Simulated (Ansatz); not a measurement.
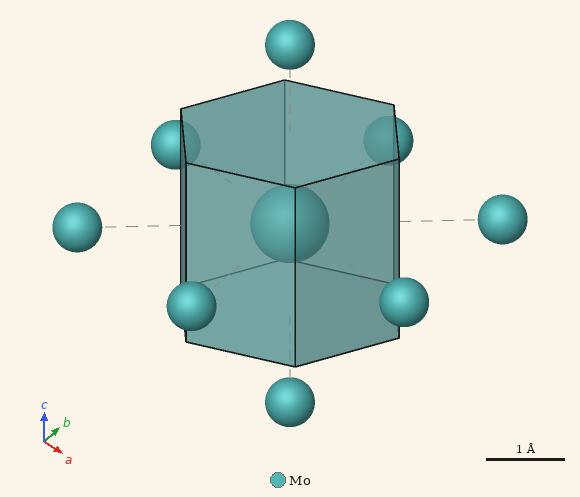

Voronoi–Dirichlet polyhedron, computed geometrically; every face belongs to one neighbour and no atomic radii are used. Central atom: Mo (1b) in Mo; faces take the colour of the neighbour behind them. Geometry: the structure of a calculation's input, shown in its standard cell.

Mo, space group P6/mmm (No. 191), a = 2.736 Å, b = 2.736 Å, c = 2.555 Å, α = 90.00°, β = 90.00°, γ = 120.00°

```csv
site,Wyckoff,x,y,z
Mo,1b,0.0000,0.0000,0.5000
```

### What is the volume of this Voronoi cell?

16.6 Å³, equal to the mean volume per atom.

### Give the Voronoi index ⟨n3,n4,n5,n6,…⟩ (numbers of faces with 3, 4, 5, 6 … edges).

8 faces, index ⟨0,6,0,2⟩: a hexagonal prism.

### Tabulate the neighbours by distance and solid angle.

| neighbour | faces | distance (Å) | solid angle (% of sphere) |
| --- | --- | --- | --- |
| Mo | 2 | 2.56 | 33.5 |
| Mo | 6 | 2.74 | 66.5 |
